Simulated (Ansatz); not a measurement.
TiPbO3

```
Ti Pb O
1.0
     3.83936    0.00000    0.00000
     0.00000    3.83936    0.00000
     0.00000    0.00000    4.77895
Ti Pb O
1 1 3
Direct
  0.50000 0.50000 0.51640
  0.00000 0.00000 0.95751
  0.50000 0.50000 0.15229
  0.50000 0.00000 0.62750
  0.00000 0.50000 0.62750
```

Space group P4mm; computed without spin polarisation.

These are results of Ansatz, DFT PBE, scalar-relativistic, plane waves, PAW, not measurements.

### What can the converged valence pseudo-density and electron localisation function tell about the bonding?

Ti–O (1.74 Å): ρ is about 1.3 e/Å³ halfway; the ELF peaks at about 0.80 in the valence shell of O, 0.5 Å from its nucleus, and is about 0.35 at the midpoint.

### Does the calculation make it a metal, or give it a gap?

It is gapped, with a Kohn–Sham gap of 2.0 eV on the k-point mesh (the band edges may lie off the mesh, which would make the gap smaller).

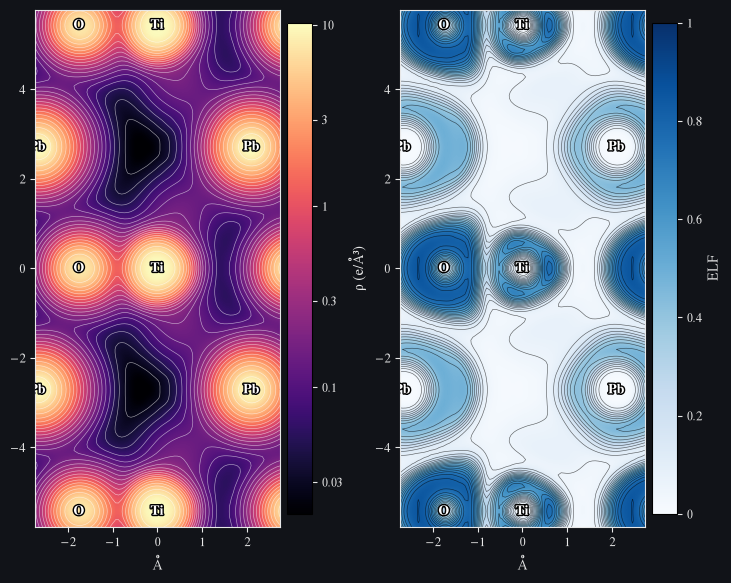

Computed valence pseudo-density and electron localisation function on the (110) plane of the conventional cell, in this order. 

Core electrons are frozen (PAW), and the valence fields are smoothed inside the atomic spheres.
